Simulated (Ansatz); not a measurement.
# Run report: Cd12HF24 (charge +1), single-point calculation (part 3 of 3)

The same run, continued: Cd12HF24 (defect cell, 37 atoms in the cell, total charge +1); DFT PBE, scalar-relativistic, plane waves, PAW, spin-polarised (Ansatz 0.2.0); cutoff 420 eV, 2×2×2 k-mesh, Gaussian smearing of 0.05 eV, collinear spins. The structure derives from an entry of the Crystallography Open Database.

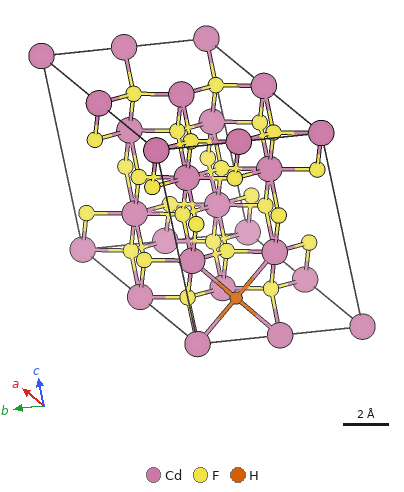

**Figure 1.** The structure as given in the input (ball-and-stick view of the reduced cell, seen at an oblique angle).

### Summary

```tsv
quantity	value
outcome	converged
electrons treated	408
free energy	−118486.1158 eV
Fermi energy	6.755 eV
gap on the k-point mesh	0.35 eV
net moment of the cell	0.00 μB
integrated absolute moment	0.00 μB
largest force (length of the vector)	0.767 eV/Å
hardware	4 threads of INTEL XEON PLATINUM @ 2.10GHz (Emerald Rapids), 24 GiB of memory available, shared host
wall time	91 s (CPU time 5.9 min)
peak memory	2.9 GiB
```

Warnings of the run: some starting moments were not kept.
